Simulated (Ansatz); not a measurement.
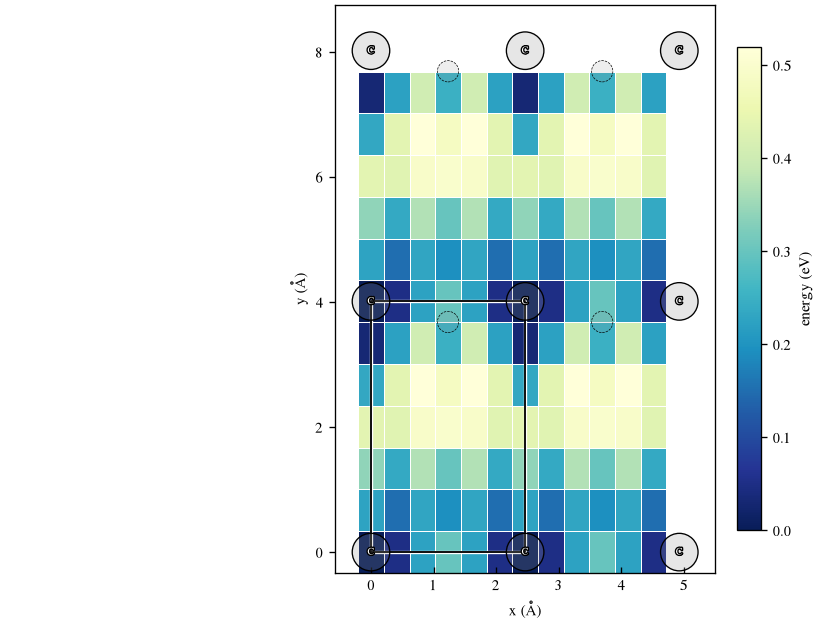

Energy landscape of F on a C(011) slab cut from the Fmmm phase, its upper half relaxed before the scan (12 atoms of substrate and one adsorbate in a 2 × 1 cell). 
- F is moved over the surface cell at a fixed height above a rigid substrate; the origin of the map has the adsorbate above C11; the height is held at 2.50 Å.
- Places are given modulo a cell vector. The map is drawn in real space over the plane of the surface.
- Grid: 6 × 6 points; 24 points were computed and 12 follow by symmetry.
- Places are given in fractions of the 1 × 1 surface cell.
- Energies: eV, counted from the lowest grid point.
- Energies and slopes of some neighbouring points disagree (a jump in structure or state, or too coarse a mesh). The magnetic moment jumps between some neighbouring points. At a fixed height the lowest place need not be the adsorption site.
- These are results of Ansatz, DFT PBE+D3(BJ), scalar-relativistic, plane waves, PAW, not measurements. Settings: cutoff 420 eV, k-mesh 6×7×1, gaussian smearing 0.05 eV, spin-polarised.

Drawn: one coloured cell a grid point, labelled circles for the atoms of the top layer and small ones for the second layer, the outline of one cell of the 2 × 2 shown. 

Question: Describe this landscape.

Answer: The lowest grid point is at the top site over a surface C atom, (0/6, 0/6) of the cell vectors. The highest grid point, (2/6, 4/6) of the cell vectors [nearest 1 C at 2.95 Å], lies 0.519 eV above the lowest. At the lowest point the adsorbate has 1 C at 2.50 Å as nearest neighbours, at the highest 1 C at 2.95 Å.

Each point was launched as `ansatz run input.yaml --threads 2 --pin off --max-ram 6144MiB --backend cpu --events-out ev --progress --plain --runs-dir out`. The whole map (24 points run) took 28 min on 2 threads of Intel(R) Xeon(R) 6975P-C (Granite Rapids), on a shared host.

PAW datasets: the set soft_1.
